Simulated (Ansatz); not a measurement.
A series of calculations on Ti10O13

Part 1: Relaxation

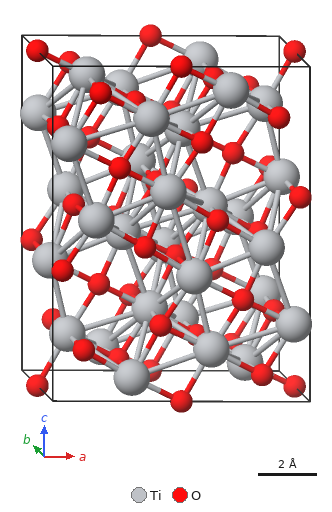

This is the input geometry for a relaxation of solid Ti$_{10}$O$_{13}$ (set up in C2/m). A ball-and-stick model of the conventional cell (2 times the calculation's cell), seen slightly off an axis. Lengths and directions refer to the drawn axes.

Case: the database's cell, atoms relaxed.

Method: Ansatz 0.2.0, DFT PBEsol, scalar-relativistic, plane waves, PAW.

Input
```yaml
crystal:
  lattice:
    - [4.6370694143, -2.065152224, 0.0]
    - [4.6370694143, 2.065152224, 0.0]
    - [-0.9070849615, 0.0, 12.0390396882]
  atoms:
    - { symbol: Ti, position: [0.16912994, 0.16912994, 0.54000158] }
    - { symbol: Ti, position: [0.44946838, 0.44946838, 0.62584308] }
    - { symbol: Ti, position: [0.55053162, 0.55053162, 0.37415692] }
    - { symbol: Ti, position: [0.83087006, 0.83087006, 0.45999842] }
    - { symbol: Ti, position: [0.6165793, 0.6165793, 0.15593452] }
    - { symbol: Ti, position: [0.93678535, 0.93678535, 0.23142936] }
    - { symbol: Ti, position: [0.6926896, 0.6926896, 0.92896372] }
    - { symbol: Ti, position: [0.3073104, 0.3073104, 0.07103628] }
    - { symbol: Ti, position: [0.06321465, 0.06321465, 0.76857064] }
    - { symbol: Ti, position: [0.3834207, 0.3834207, 0.84406548] }
    - { symbol: O, position: [0.96239626, 0.96239626, 0.61038784] }
    - { symbol: O, position: [0.26070877, 0.26070877, 0.69619522] }
    - { symbol: O, position: [0.64156787, 0.64156787, 0.54044198] }
    - { symbol: O, position: [0.03760374, 0.03760374, 0.38961216] }
    - { symbol: O, position: [0.35843213, 0.35843213, 0.45955802] }
    - { symbol: O, position: [0.73929123, 0.73929123, 0.30380478] }
    - { symbol: O, position: [0.1205679, 0.1205679, 0.15179576] }
    - { symbol: O, position: [0.4191484, 0.4191484, 0.22645406] }
    - { symbol: O, position: [0.1857402, 0.1857402, 0.92012213] }
    - { symbol: O, position: [0.5, 0.5, 0.0] }
    - { symbol: O, position: [0.8142598, 0.8142598, 0.07987787] }
    - { symbol: O, position: [0.5808516, 0.5808516, 0.77354594] }
    - { symbol: O, position: [0.8794321, 0.8794321, 0.84820424] }
basis:
  ecutwfc: 420
kpoints:
  mp_grid: { grid: [10, 10, 4] }
hamiltonian:
  xc: pbesol
scf:
  occupations: { method: gaussian, width: 0.1 }
output:
  forces: true
  stress: true
  eigenvalues: true
relax:
  adjacent_minimum: "off"
  f_tol: 0.01
  max_steps: 40
```

Run as
```bash
ansatz run input.yaml --threads 4 --pin off --max-ram 10240MiB --backend cpu --events-out ev --progress --plain --runs-dir out
```

Q: What does the optimiser find from here?

A: Over 5 geometry steps the energy falls by 0.7 meV per atom. Largest force component: 0.13 eV/Å at the start, 0.0027 eV/Å at the end. The largest moves, 0.031 Å, are those of Ti6 and Ti9. Ti6 goes along [−3 0 −1]. By element the largest moves are Ti 0.031 Å, O 0.023 Å. The lattice vectors keep their values. Near-neighbour distances that change, for instance: Ti2–Ti10 2.749 → 2.789 Å, Ti2–Ti3 3.247 → 3.215 Å, Ti2–Ti9 2.841 → 2.873 Å, Ti5–Ti6 3.040 → 3.010 Å. Among the angles between lasting bonds that change: Ti9–O22–Ti9 170.6° → 173.6°. The space group stays C2/m (No. 12).

Part 2: Relaxation

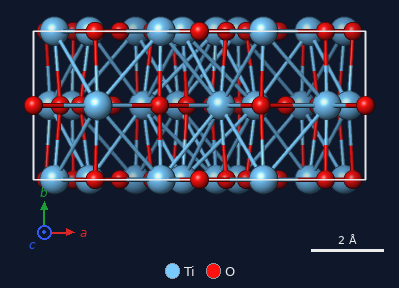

Starting structure of a crystal of Ti10O13 (set up in C2/m). Style: ball-and-stick. Shown: the conventional cell (2 times the calculation's cell), along the c axis. Lengths and directions refer to the drawn axes.

Theory: Ansatz 0.2.0, DFT PBEsol, scalar-relativistic, plane waves, PAW.

Input
```yaml
crystal:
  lattice:
    - [4.6370694143, -2.065152224, 0.0]
    - [4.6370694143, 2.065152224, 0.0]
    - [-0.9070849615, 0.0, 12.0390396882]
  atoms:
    - { symbol: Ti, position: [0.16912994, 0.16912994, 0.54000158] }
    - { symbol: Ti, position: [0.44946838, 0.44946838, 0.62584308] }
    - { symbol: Ti, position: [0.55053162, 0.55053162, 0.37415692] }
    - { symbol: Ti, position: [0.83087006, 0.83087006, 0.45999842] }
    - { symbol: Ti, position: [0.6165793, 0.6165793, 0.15593452] }
    - { symbol: Ti, position: [0.93678535, 0.93678535, 0.23142936] }
    - { symbol: Ti, position: [0.6926896, 0.6926896, 0.92896372] }
    - { symbol: Ti, position: [0.3073104, 0.3073104, 0.07103628] }
    - { symbol: Ti, position: [0.06321465, 0.06321465, 0.76857064] }
    - { symbol: Ti, position: [0.3834207, 0.3834207, 0.84406548] }
    - { symbol: O, position: [0.96239626, 0.96239626, 0.61038784] }
    - { symbol: O, position: [0.26070877, 0.26070877, 0.69619522] }
    - { symbol: O, position: [0.64156787, 0.64156787, 0.54044198] }
    - { symbol: O, position: [0.03760374, 0.03760374, 0.38961216] }
    - { symbol: O, position: [0.35843213, 0.35843213, 0.45955802] }
    - { symbol: O, position: [0.73929123, 0.73929123, 0.30380478] }
    - { symbol: O, position: [0.1205679, 0.1205679, 0.15179576] }
    - { symbol: O, position: [0.4191484, 0.4191484, 0.22645406] }
    - { symbol: O, position: [0.1857402, 0.1857402, 0.92012213] }
    - { symbol: O, position: [0.5, 0.5, 0.0] }
    - { symbol: O, position: [0.8142598, 0.8142598, 0.07987787] }
    - { symbol: O, position: [0.5808516, 0.5808516, 0.77354594] }
    - { symbol: O, position: [0.8794321, 0.8794321, 0.84820424] }
basis:
  ecutwfc: 420
kpoints:
  mp_grid: { grid: [10, 10, 4] }
hamiltonian:
  xc: pbesol
scf:
  occupations: { method: gaussian, width: 0.1 }
output:
  forces: true
  stress: true
  eigenvalues: true
relax:
  adjacent_minimum: "off"
  f_tol: 0.005
  max_steps: 80
  cell: { stress_tol: 0.05 }
```

Run as
```bash
ansatz run input.yaml --threads 4 --pin off --max-ram 10240MiB --backend cpu --events-out ev --progress --plain --runs-dir out
```

What does the optimiser find from here?

The largest moves relative to the cell, 0.038 Å, are those of Ti6 and Ti9. Ti9 goes roughly along +a. Largest moves by element: Ti 0.038 Å, O 0.034 Å. The drawn cell changes as follows: a 9.274 → 9.167 Å (−1.2 %), b 4.130 → 4.101 Å (−0.7 %), c 12.073 → 11.980 Å (−0.8 %); the volume changes by −2.6 %. Among the contacts that change: Ti2–Ti3 3.247 → 3.171 Å, Ti5–Ti6 3.040 → 2.971 Å, Ti1–Ti4 3.212 → 3.151 Å, Ti6–Ti8 3.018 → 2.969 Å. Among the angles between lasting bonds that change: Ti3–O16–Ti5 85.6° → 87.8°, Ti5–O17–Ti5 176.4° → 178.6°, Ti8–O19–Ti9 179.9° → 177.9°. The space group stays C2/m (No. 12). After 7 accepted moves (11 points after the start) the energy has fallen by 5.5 meV per atom. Largest force component: 0.13 eV/Å at the start, 0.0021 eV/Å at the end. Pressure: −5.71 GPa at the start and −0.03 GPa at the end. The line search rejected the trial steps at points 4, 9 of the run. The SCF was repeated twice at an unchanged geometry on a basis and grid sized afresh for the cell, which shifted the energy by 1.0 meV per atom at most. The run took 14 min on 4 threads of Intel(R) Xeon(R) Processor @ 2.70GHz, with other jobs on the host, peak memory 2.6 GiB.

After the run, drawn alike:

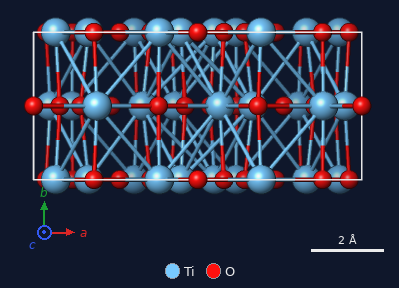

Part 3: A change

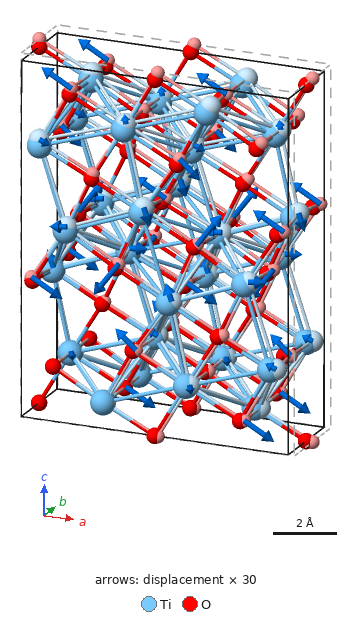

A crystal of Ti$_{10}$O$_{13}$ (set up in C2/m), drawn pale, and a changed version of it, drawn solid. The blue arrows show how the atoms are displaced (without the part that the change of the cell carries along), magnified 30 times. Style: ball-and-stick. Shown: the conventional cell (2 times the calculation's cell), slightly off an axis. Lengths and directions refer to the drawn axes.

Level of theory: DFT PBEsol, scalar-relativistic, plane waves, PAW (Ansatz 0.2.0). Settings: plane-wave cutoff 420 eV; k-point mesh 10 × 10 × 4; occupations gaussian; smearing width 0.1 eV; no spin polarisation.

What was done to the structure, and with what result?

The volume is changed by −6.0 %. The cell's shape and the atoms are relaxed at that volume. Cell: a 9.167 → 8.957 Å (−2.3 %), b 4.101 → 4.028 Å (−1.8 %), c 11.980 → 11.734 Å (−2.1 %), β 94.3° → 94.2°. Volume −6.0 %. The largest moves relative to the cell, 0.045 Å, are those of O atoms. Largest moves by element: O 0.045 Å, Ti 0.021 Å. Among the bonded contacts that change: Ti–Ti 3.171 → 3.061 Å, Ti–Ti 3.151 → 3.042 Å, Ti–Ti 3.087 → 2.999 Å, Ti–Ti 2.959 → 2.881 Å. The space group stays C2/m (No. 12). The energy rises by 27.7 meV per atom. The pressure goes from 0.0 to 16.1 GPa.
